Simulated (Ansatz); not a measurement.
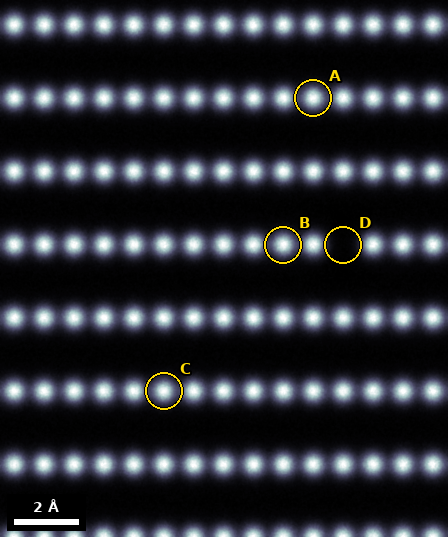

Z-contrast image of Al (Im-3m, No. 229) along [211]. Simulated incoherent Z contrast: every atom adds Z^1.7 spread by a probe of 0.55 Å full width; channelling and multiple scattering are left out. The probe carries 15 % of its weight in a tail 2.5 times as wide. Shot noise was added.

The sample is 1 repeat (7.9 Å) thick. One point defect was put into the perfect crystal, without relaxing the atoms around it. Brightness is counted from the darkest point of the image. Host structure: the end point of a relaxation with Ansatz 0.2.0, DFT, PBE, plane waves (420 eV) with PAW, scalar-relativistic; the starting structure was generated, so it need not be a known form of this composition.

Q: Which ringed column holds the defect, and does it scatter more or less than its equals?

D; it scatters less. The column holds 1 atom (Al) through the sample, and one Al atom is missing, so its peak vanishes.
